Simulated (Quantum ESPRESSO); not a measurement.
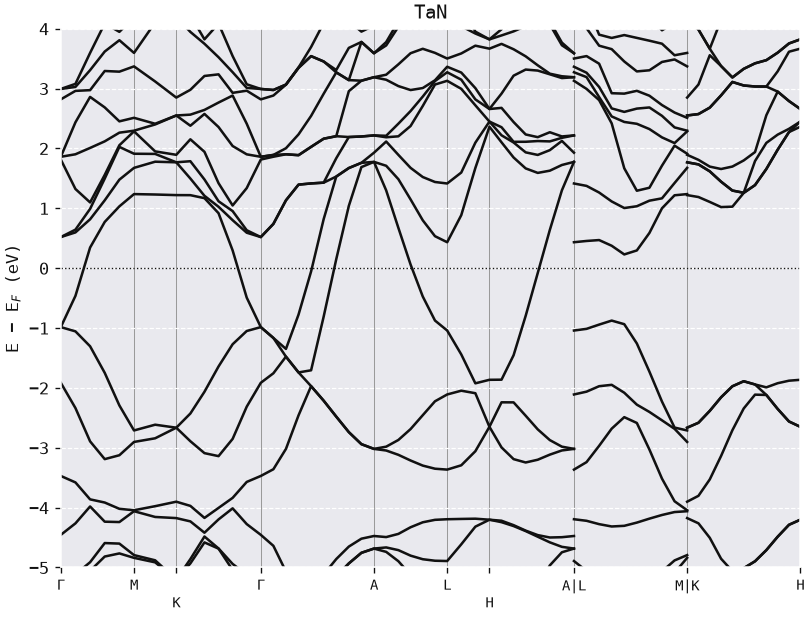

Band structure. Energies are counted from the Fermi level.

### Which Bravais lattice do the labels of the path belong to?

A hexagonal (primitive) lattice: the path Γ–M–K–Γ–A–L–H–A|L–M|K–H runs through the special points of its Brillouin zone.

Calculation on TaN, space group P-62m, 6 atoms in the cell; a = 5.196 Å, c = 2.911 Å (hexagonal axes).

Computed with Quantum ESPRESSO 7.5: r2SCAN, SG15 PBE 1.2, no spin polarisation, no spin-orbit coupling, 4×4×6 k mesh, 1197 eV cutoff, Fermi-Dirac smearing of 0.05 eV.

### Does this material conduct, going by its bands?

A metal: 2 bands cross the Fermi level along this path.

### Which levels at H lie nearest to the Fermi level?

At H the nearest levels lie 1.86 eV below and 2.36 eV above the Fermi level.

### On which lines of the path do bands cross the Fermi level?

Bands cross the Fermi level on Γ–M, K–Γ, Γ–A, A–L and H–A, and not on M–K, L–H, L–M and K–H.

The k mesh is coarse. The potentials were made for another functional. Spin-orbit coupling is left out, which matters for Ta. The cell is at −9 GPa in this functional. Bands are joined in order of energy, so crossings between the computed points show as kinks or gaps.
